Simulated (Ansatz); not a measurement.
**Single-point calculation, with input and output: Bi₂Se₃ (part 1 of 2)**

System: Bi₂Se₃ (R-3m, 5 atoms in the cell).
Method: DFT, PBE with spin-orbit coupling, plane waves, PAW (Ansatz 0.2.0).

The structure derives from an entry of the Crystallography Open Database. The geometry comes from this level: r2SCAN. Figures and captions count atoms from 1; the log counts them from 0 in places.

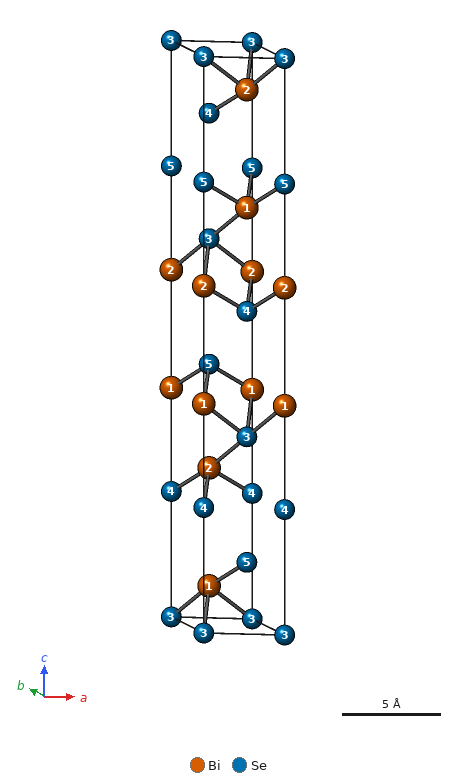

*The structure as given in the input (ball-and-stick view of the cell 3 times as large as that of the calculation, set on its symmetry axes, seen slightly off an axis; atoms are numbered from 1 in the order of the input).*

Near neighbours in the crystal (not all of them lie inside the picture): Bi has 6 Se at 2.86 to 3.09 Å; Se has 6 Bi at 3.09 Å; Se has 3 Bi at 2.86 Å.

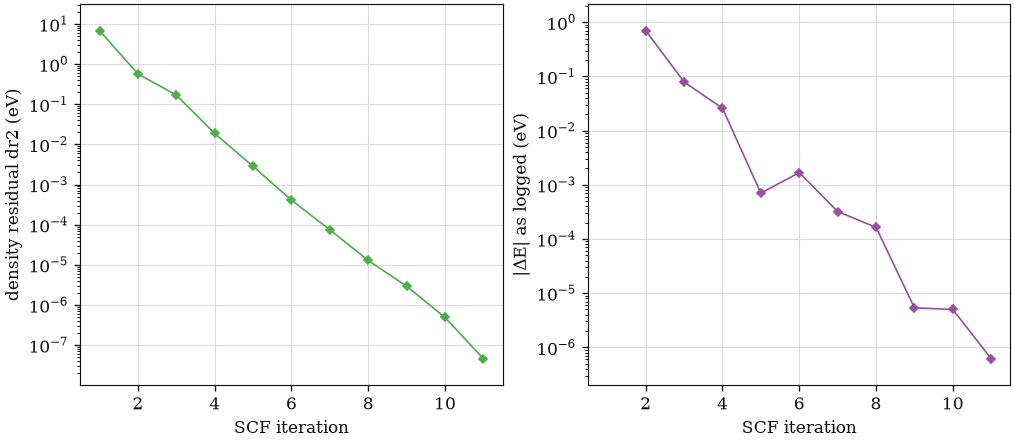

*Convergence of the self-consistent field: density residual dr2 and size of the energy change against the SCF iteration.*

The residual falls at every step.

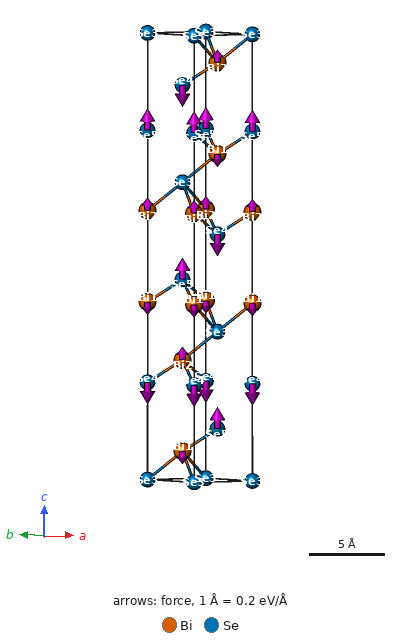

*Forces on the atoms as pink arrows (ball-and-stick view of the cell 3 times as large as that of the calculation, set on its symmetry axes, seen at an oblique angle; atoms are numbered from 1 in the order of the input).*

The largest act on Se4, Se5 (0.30 eV/Å); Bi1, Bi2 (0.18 eV/Å). The geometry is not a stationary point of this energy.

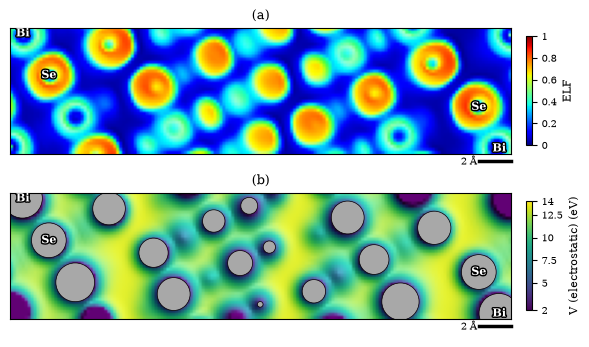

*(a) ELF; (b) electrostatic potential energy of an electron on the (111) plane of the conventional cell. Grey discs, where drawn, cover atomic cores.*

The plane passes through Bi and Se nuclei. Bi–Se (2.86 Å): the ELF peaks at about 0.80 in the valence shell of Se, 0.9 Å from its nucleus, and drops to about 0.35 between the two atoms. Bi–Se (3.09 Å): the ELF peaks at about 0.80 in the valence shell of Se, 0.8 Å from its nucleus, and drops to about 0.30 between the two atoms. The strong features right at Bi lie inside the PAW spheres (semicore, d or f shells) and say nothing about bonding. Outside the cores the potential energy rises away from the atoms and is highest about 2.1 Å from the nearest atoms; outside the discs it spans about 11 eV, and its zero is arbitrary. In a PAW calculation such maps are meaningful between the atoms, not at the nuclei.

The input that produced these results follows, with the program's output.

## The input
```yaml
crystal:
  lattice:
    - [2.0810950888, 1.2015208097, 10.0657286619]
    - [-2.0810950888, 1.2015208097, 10.0657286619]
    - [0.0, -2.4030416195, 10.0657286619]
  atoms:
    - { symbol: Bi, position: [0.3976387545, 0.3976387545, 0.3976387545] }
    - { symbol: Bi, position: [0.6023612455, 0.6023612455, 0.6023612455] }
    - { symbol: Se, position: [0.0, 0.0, 0.0] }
    - { symbol: Se, position: [0.2176967666, 0.2176967666, 0.2176967666] }
    - { symbol: Se, position: [0.7823032334, 0.7823032334, 0.7823032334] }
kpoints:
  mp_grid: { grid: [8, 8, 8] }
  band_path:
    path:
      - [0.0, 0.0, 0.0]
      - [0.5, 0.5, 0.5]
      - [0.8238342675, 0.1761657325, 0.5]
      - [0.5, -0.1761657325, 0.1761657325]
      - [0.5, 0.0, 0.0]
      - [0.3380828662, -0.3380828662, 0.0]
      - [0.6619171338, 0.0, 0.3380828662]
      - [0.5, 0.0, 0.5]
    npoints: 1
hamiltonian:
  xc: pbe
scf:
  occupations: { method: fermi_dirac, width: 0.02 }
  n_extra_bands: 10
magnetization:
  noncollinear: true
  spin_orbit: true
output:
  forces: true
  stress: true
  eigenvalues: true
  write_density: true
  write_potential: true
  elf: true
  volumetric_format: npy
```

Command:
```bash
ansatz run input.yaml --threads 4 --pin off --max-ram 9216MiB --backend cpu --events-out ev --progress --plain --runs-dir out
```

## What the program printed
```
basis.fft_grid_basis auto: the FFT boxes are laid along the combinations [[1, -1, 0], [0, 1, 0], [0, -1, 1]] of the cell's own vectors, 4.162, 10.349 and 4.162 Å long. The dense box has 30×72×30 points. Along the cell's own vectors, as sized, it would have 72×72×72, 5.76 times as many. Of the 12 symmetry operations that the crystal satisfies within crystal.symmetry.tolerance (time reversal apart; of a slab, those that keep its plane) the dense box along the cell's own vectors carries 12, and the one as laid loses 8 of those. basis.fft_grid_basis: typed keeps the cell's own vectors: state it where this run's energies or levels are differenced outside the engine with another run's, or held beside a run that keeps those vectors. Those combinations have planes normal to reciprocal vector 3, as the cell's own vectors have. Each planar average written beside output.write_density, output.write_potential has a row for each plane of the box: 30. The volumetric files lie along those combinations, not along the cell's own vectors: a cube or XSF file states them, and fields.json those of NumPy files.
scf.n_extra_bands = 10 over 78 filled bands (N_el = 78.0): the run solves 88 bands
Engine: ansatz 0.2.0, aarch64-unknown-linux-gnu
Pseudopotentials: kind: paw_fr
Pseudopotential: Bi, paw_fr, valence charge 15, recommended cutoff 420 eV (normal), Bi.paw.azcp#standard-fr
Pseudopotential: Se, paw_fr, valence charge 16, recommended cutoff 420 eV (normal), Se.paw.azcp#standard-fr
Functional definition: PBE
  parameter kappa = 0.804
  parameter beta = 0.06672455060314922
  exchange = pbe_x(kappa = kappa, mu = beta*pi^2/3)
  correlation = pbe_c(beta = beta)
non-collinear run that drives no moment, with spin-orbit: no starting moment large enough to seed its density (crystal.atoms[].spin), no starting occupations that ask for one, no magnetisation constraint and no magnetic field, so the semilocal B_xc is pinned to zero
Crystal: 5 atoms, lattice volume = 151.015 Å³
Basis set: ecut = 420 eV, 2901 PW (Γ), FFT grids on a1−a2, a2, −a2+a3, exchange–correlation on 60×144×60 points (8 copies of the dense FFT grid, shifted against one another)
Bands: 88, of which v1, the nominal top of the filled ones, is band 78 counted from 1 (77 counted from 0)
Symmetry: 12 space group operations + 12 with time reversal
Magnetic group: BNS 166.98 (UNI 1328), of the structure as read, at distance tolerance 5.3e-5 Å
k-points: 65 of 512
Projection manifold: j_resolved (fully-relativistic pseudo-atomic orbitals)
Non-local potential: Bi, projectors of the file, l = 0: 2, l = 1: 4, l = 2: 4, l = 3: 4
Non-local potential: Se, projectors of the file, l = 0: 2, l = 1: 4, l = 2: 6, l = 3: 2
PAW form: soft (Blöchl's): semilocal exchange-correlation on the pseudo side does not see the compensation charge
PAW one-centre angular grid: Bi, 590 points (default); XC on 96 Gauss nodes
PAW one-centre angular grid: Se, 590 points (default); XC on 96 Gauss nodes
Initial density: superposition of atomic densities (chi_scale 0.1, normalization cell, long waves kept (reshape's long-wave potential 0.44 eV rms))
Initial wavefunctions: pseudopotential atomic-orbital guess
Functional: x = pbe(κ = 0.804, μ = 0.2195149727645171), c = pbe(β = 0.06672455060314922)
SCF iter   1: F=—  HF=-41286.832334 eV  |F-HF|=—  |Δ(HF+E_count)|=         —  Δρ=2.94e-2  dr2=6.83e0  dr2_m=0.00e0 (ungated)  ethr=3.10e-3  |M|=0.00e0 ∫|m|=0.00e0 μB  |m|>n=0.0e0 m-floor=0.0e0 τ_xc=0.0e0  β_m=0.30  ⟨swp⟩=6.9  Hψ=12761  notcnv=0  defer=2
preconditioner: auto → Resta (q_TF=auto, 2.444 Å⁻¹)  ε∞=4.8  [insulator: Δε(μ)=0.226 eV  Ē_g=8.188 eV  σ=0.020 eV  W_gap=0.99  n_scr=42 (ndim 8)  ℏωp=16.0 eV  f_vac=0.058  D(μ)=0.01/eV (n_scr^D=0)  ε∞_Penn≈4.8]
spin=Noncollinear: Resta preconditioning applied to the charge; magnetization (m_x, m_y, m_z) channels mix plain (no charge-response kernel on spin).
SCF iter   2: F=—  HF=-41286.131597 eV  |F-HF|=—  |Δ(HF+E_count)|=   7.01e-1  Δρ=1.67e-2  dr2=5.71e-1  dr2_m=0.00e0 (ungated)  ethr=3.10e-3  |M|=0.00e0 ∫|m|=0.00e0 μB  |m|>n=0.0e0 m-floor=0.0e0 τ_xc=0.0e0  β_m=0.35  ⟨swp⟩=2.3  Hψ=3612  notcnv=0  defer=262
preconditioner: auto → Kerker (q_TF=auto, 2.444 Å⁻¹)  [metal: Δε(μ)=0.029 eV  Ē_g=8.195 eV  σ=0.020 eV  W_gap=0.34  n_scr=42 (ndim 8)  ℏωp=16.0 eV  f_vac=0.057  D(μ)=0.13/eV (n_scr^D=0)]
spin=Noncollinear: Kerker preconditioning applied to the charge; magnetization (m_x, m_y, m_z) channels mix plain (no charge-response kernel on spin).
SCF iter   3: F=—  HF=-41286.052558 eV  |F-HF|=—  |Δ(HF+E_count)|=   7.90e-2  Δρ=1.13e-2  dr2=1.69e-1  dr2_m=0.00e0 (ungated)  ethr=7.31e-4  |M|=0.00e0 ∫|m|=0.00e0 μB  |m|>n=0.0e0 m-floor=0.0e0 τ_xc=0.0e0  β_m=0.66  ⟨swp⟩=2.0  Hψ=3173  notcnv=0  defer=262
SCF iter   4: F=—  HF=-41286.026694 eV  |F-HF|=—  |Δ(HF+E_count)|=   2.59e-2  Δρ=2.47e-3  dr2=1.88e-2  dr2_m=0.00e0 (ungated)  ethr=2.16e-4  |M|=0.00e0 ∫|m|=0.00e0 μB  |m|>n=0.0e0 m-floor=0.0e0 τ_xc=0.0e0  β_m=0.64  ⟨swp⟩=3.0  Hψ=4754  notcnv=0  defer=262
SCF iter   5: F=—  HF=-41286.025992 eV  |F-HF|=—  |Δ(HF+E_count)|=   7.02e-4  Δρ=1.18e-3  dr2=2.84e-3  dr2_m=0.00e0 (ungated)  ethr=2.41e-5  |M|=0.00e0 ∫|m|=0.00e0 μB  |m|>n=0.0e0 m-floor=0.0e0 τ_xc=0.0e0  β_m=0.82  ⟨swp⟩=2.0  Hψ=5248  notcnv=0  defer=262
SCF iter   6: F=—  HF=-41286.027675 eV  |F-HF|=—  |Δ(HF+E_count)|=   1.68e-3  Δρ=3.48e-4  dr2=4.10e-4  dr2_m=0.00e0 (ungated)  ethr=3.64e-6  |M|=0.00e0 ∫|m|=0.00e0 μB  |m|>n=0.0e0 m-floor=0.0e0 τ_xc=0.0e0  β_m=0.91  ⟨swp⟩=2.0  Hψ=3833  notcnv=0  defer=262
SCF iter   7: F=—  HF=-41286.027997 eV  |F-HF|=—  |Δ(HF+E_count)|=   3.21e-4  Δρ=1.26e-4  dr2=7.47e-5  dr2_m=0.00e0 (ungated)  ethr=5.25e-7  |M|=0.00e0 ∫|m|=0.00e0 μB  |m|>n=0.0e0 m-floor=0.0e0 τ_xc=0.0e0  β_m=0.95  ⟨swp⟩=2.0  Hψ=3377  notcnv=0  defer=262
SCF iter   8: F=—  HF=-41286.028161 eV  |F-HF|=—  |Δ(HF+E_count)|=   1.64e-4  Δρ=5.21e-5  dr2=1.29e-5  dr2_m=0.00e0 (ungated)  ethr=9.58e-8  |M|=0.00e0 ∫|m|=0.00e0 μB  |m|>n=0.0e0 m-floor=0.0e0 τ_xc=0.0e0  β_m=0.84  ⟨swp⟩=2.0  Hψ=5192  notcnv=0  defer=262
SCF iter   9: F=—  HF=-41286.028166 eV  |F-HF|=—  |Δ(HF+E_count)|=   5.37e-6  Δρ=2.92e-5  dr2=2.94e-6  dr2_m=0.00e0 (ungated)  ethr=1.65e-8  |M|=0.00e0 ∫|m|=0.00e0 μB  |m|>n=0.0e0 m-floor=0.0e0 τ_xc=0.0e0  β_m=0.92  ⟨swp⟩=2.0  Hψ=5265  notcnv=0  defer=262
SCF iter  10: F=—  HF=-41286.028171 eV  |F-HF|=—  |Δ(HF+E_count)|=   5.00e-6  Δρ=1.17e-5  dr2=4.90e-7  dr2_m=0.00e0 (ungated)  ethr=3.76e-9  |M|=0.00e0 ∫|m|=0.00e0 μB  |m|>n=0.0e0 m-floor=0.0e0 τ_xc=0.0e0  β_m=0.96  ⟨swp⟩=2.0  Hψ=5007  notcnv=0  defer=262
SCF iter  11: F=-41286.028172 eV  HF=-41286.028172 eV  |F-HF|=6.73e-9  |Δ(HF+E_count)|=   6.16e-7  Δρ=3.84e-6  dr2=4.60e-8  dr2_m=0.00e0 (ungated)  ethr=1.28e-10  |M|=0.00e0 ∫|m|=0.00e0 μB  |m|>n=0.0e0 m-floor=0.0e0 τ_xc=0.0e0  ⟨swp⟩=16.0  Hψ=23884  notcnv=0
SCF 1 converged in 11 iterations: F = -41286.028172 eV  dr2 = 4.60e-8
  Residual-converged pass: ⟨swp⟩=3.0  Hψ=5182  notcnv=0  max |occ|·‖R‖ = 7.0e-9 eV (tolerance 1.0e-8 eV)  dr2=4.60e-8  dr2_m=0.00e0 (ungated)  dr2_onsite=8.66e-9  max |Δocc| = 4.3e-11
  greatest PAW one-centre occupation: 0.999 electrons in one spin orbital (limit 2), on the Se atom at site 3 (counted from 0), in its partial waves of l = 2
NSCF: frozen V_eff on 8 k-points
SCF converged after 11 iterations
Magnetization: |M| = 0.0000 μB,  M = (+0.0000, +0.0000, +0.0000) μB
Absolute magnetization: 0.0000 μB (∫|m|)
  site 0: m = (+0.0000, +0.0000, +0.0000) μB, |m| = 0.0000 μB  (R = 1.18 Å)
  site 1: m = (+0.0000, +0.0000, +0.0000) μB, |m| = 0.0000 μB  (R = 1.18 Å)
  site 2: m = (+0.0000, +0.0000, +0.0000) μB, |m| = 0.0000 μB  (R = 1.27 Å)
  site 3: m = (+0.0000, +0.0000, +0.0000) μB, |m| = 0.0000 μB  (R = 1.18 Å)
  site 4: m = (+0.0000, +0.0000, +0.0000) μB, |m| = 0.0000 μB  (R = 1.18 Å)
Free energy (F): -41286.028172 eV
Harris-Foulkes:  -41286.028172 eV  (|F-HF|=6.73e-9)
Internal energy: -41286.028029 eV  (E = F + TS)
E sigma→0 (E₀):  -41286.028101 eV
Entropy (-TS):   -0.000143 eV (-0.029 meV/atom)
Fermi energy:    7.865747 eV
--- Per-component energies (eV) ---
  E_band       = -1402.333635
  E_kinetic    = 959.671040
  E_local      = -10988.683584  (includes V_loc(G=0)·N_el)
  E_nonlocal   = -661.356184
  E_hartree    = 4894.896617
  E_xc         = -617.201527
  E_vxc        = -584.592509  (∫ρ·V_xc dr)
  E_paw        = -27145.461886  (= ΣΔE_a)
  E_vpaw       = 82.838889  (= ΣTr[D̂ρ^β])
  E_aug_tail   = -0.002484  (compensation charges beyond the density's cutoff)
  E_ewald      = -7727.890020
  E_smearing   = -0.000143  (= −TS)
  E_closure    = 0.000000  (closes the sum)
  Σ components = -41286.028172   (vs F -41286.028172, Δ=0.00e0)
```
